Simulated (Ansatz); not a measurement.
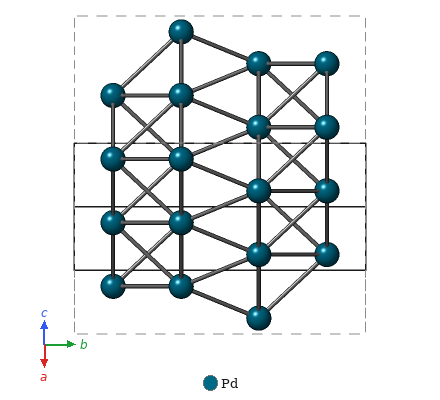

Pd (Cmcm, No. 63): the geometry given to an electronic-structure calculation, possibly off equilibrium; the starting structure was generated, so it need not be a known form of this composition.

```cif
data_structure
_symmetry_space_group_name_H-M 'Cmcm'
_symmetry_Int_Tables_number 63
_cell_length_a 2.7220
_cell_length_b 8.8654
_cell_length_c 2.7500
_cell_angle_alpha 90.000
_cell_angle_beta 90.000
_cell_angle_gamma 90.000
_cell_volume 66.36
loop_
_atom_site_label
_atom_site_type_symbol
_atom_site_symmetry_multiplicity
_atom_site_Wyckoff_symbol
_atom_site_fract_x
_atom_site_fract_y
_atom_site_fract_z
_atom_site_occupancy
Pd1 Pd 4 c 0.00000 0.63317 0.25000 1
```

### What will a Z-contrast image along [101] show? Simulation: incoherent imaging, intensity Z^1.8 per atom, probe width 1.30 Å, thin sample. The probe carries 25 % of its weight in a tail 2.5 times as wide. Shot noise was added.

The columns repeat on a centred rectangular net of 1.93 × 8.87 Å (plane group c2mm). All columns are alike (Pd). The shortest distance between visible columns is 1.93 Å in projection. Along the beam the structure repeats every 3.87 Å.

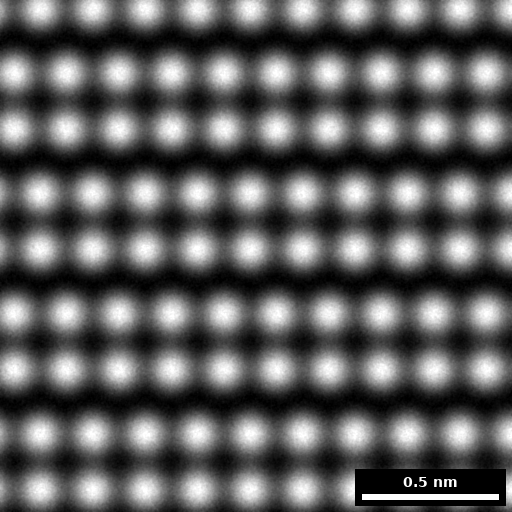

The simulated image.
